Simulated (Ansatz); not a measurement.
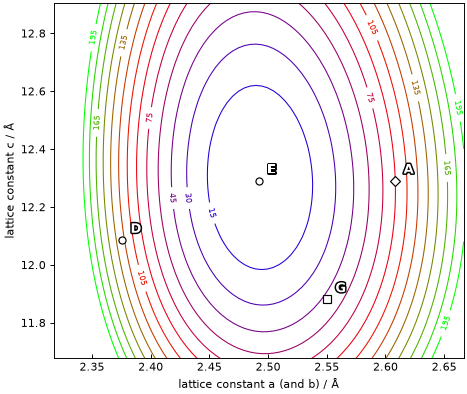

C (P6_3/mmc, No. 194; 12 atoms in the cell). The energy is mapped over the lattice constants a and c of the conventional cell. First axis: lattice constant a (and b). Second axis: lattice constant c. Nothing is relaxed (fractional coordinates fixed). The grid has 7 × 7 points. Energies: meV/atom, counted from the lowest grid point. The calculation used DFT LDA, scalar-relativistic, plane waves, PAW (Ansatz). Settings: cutoff 520 eV, k-mesh 12×12×2 in the order of the run's cell vectors, gaussian smearing 0.05 eV, no spin polarisation.

Drawn: contour lines labelled in meV/atom (none above 195), lettered points. Between grid points the surface is interpolated.

> Is D the lowest point of the computed grid?

No. D lies 124 meV/atom above the lowest grid point, which is at lattice constant a (and b) = 2.492 Å, lattice constant c = 12.292 Å.

> What kind of point is each of A, D, E, G: minimum, saddle, maximum or slope?

A: on a slope; D: on a slope; E: minimum; G: on a slope. (In these two coordinates alone; a stationary point may lie a little off the grid point.)

> Rank the lettered points by energy, lowest first.

E (0 meV/atom), G (48 meV/atom), A (90 meV/atom), D (124 meV/atom).

PAW datasets: the set soft_1.
